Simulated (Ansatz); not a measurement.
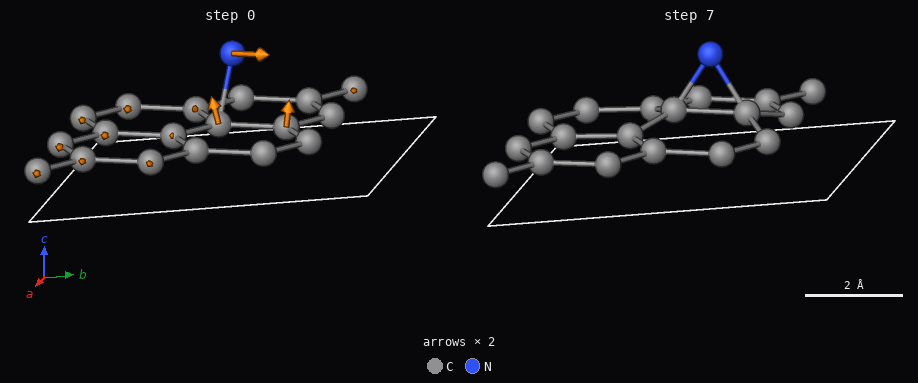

The structure of a slab of composition C18N before (left) and after (right) a relaxation, at one scale. The orange arrows give the displacements, 2 times their true length.

The picture is a ball-and-stick view of the cell of the calculation, outlined in the plane, without the vacuum (origin shifted), seen slightly off an axis.

It is N on graphene monolayer, set down by a guess. The run prepares an end point of a later path (adatom hop) calculation, from a guessed geometry.

Theory: DFT LDA, scalar-relativistic, plane waves, PAW (Ansatz). Set-up: plane-wave cutoff 420 eV; k-point mesh 2 × 2 × 1; occupations gaussian; smearing width 0.05 eV; collinear spin; atoms relaxed in a fixed cell; force threshold 0.03 eV/Å; at most 60 steps.

**What changed between the two?**

The N atom moves most relative to the layer's centre: 0.49 Å within the plane. Largest moves by element: N 0.49 Å, C 0.31 Å. The cell stays as it was. Near-neighbour distances that change, for instance: C–N 1.887 → 1.433 Å, C–N 2.020 → 2.436 Å, C–C 1.424 → 1.533 Å, C–N 1.497 → 1.433 Å. New bonds form: C–N (1.89 → 1.43 Å). Bond angles that change, for instance: C–C–N 87.5° → 114.7°, C–C–N 80.4° → 57.7°, C–C–N 102.2° → 114.7°. Over 7 geometry steps the energy falls by 1.477 eV per cell of the calculation. The largest force component goes from 1.9 to 0.0046 eV/Å.

Limits of the set-up: the k-point mesh is coarse for a cell with partly filled bands; the periodic images lie only 7.4 Å apart, so the values are limited by the cell's size.
